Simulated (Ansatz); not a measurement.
```yaml
crystal:
  lattice:
    - [3.70212, 0.00000, 0.00000]
    - [0.00000, 3.70212, 0.00000]
    - [0.00000, 0.00000, 32.27730]
  atoms:
    - { symbol: Na, position: [0.00000, 0.00000, 0.27883] }
    - { symbol: I, position: [0.50000, 0.50000, 0.34416] }
    - { symbol: I, position: [0.50000, 0.50000, 0.21350] }
```

A structure generated by program, which may or may not match a known phase; computed without spin polarisation.

Method: DFT PBE, scalar-relativistic, plane waves, PAW (Ansatz 0.2.0).

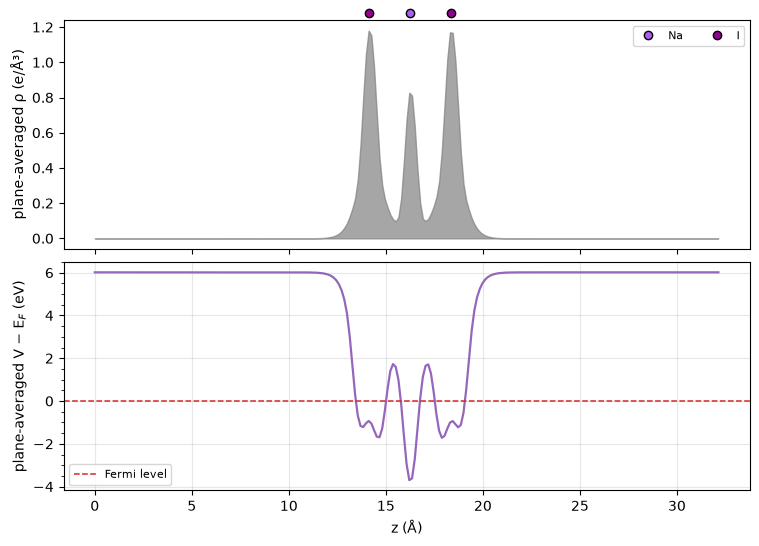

NaI2. Plane average of the electrostatic potential (local pseudopotential plus Hartree) felt by an electron and of the valence charge density (pseudo) across the slab. Circles mark the heights of the atoms.

The density is the valence pseudo-density of a PAW calculation; it isn't the true density close to the nuclei.

**Read off the work function of this surface.**

The potential is flat in the vacuum, 6.01 eV above the Fermi level; this is the work function, the same on both faces.

**How thick is the slab, and how wide the vacuum?**

The outermost nuclei are 4.2 Å apart, in 3 atomic planes; the vacuum between periodic images is 28.1 Å wide.
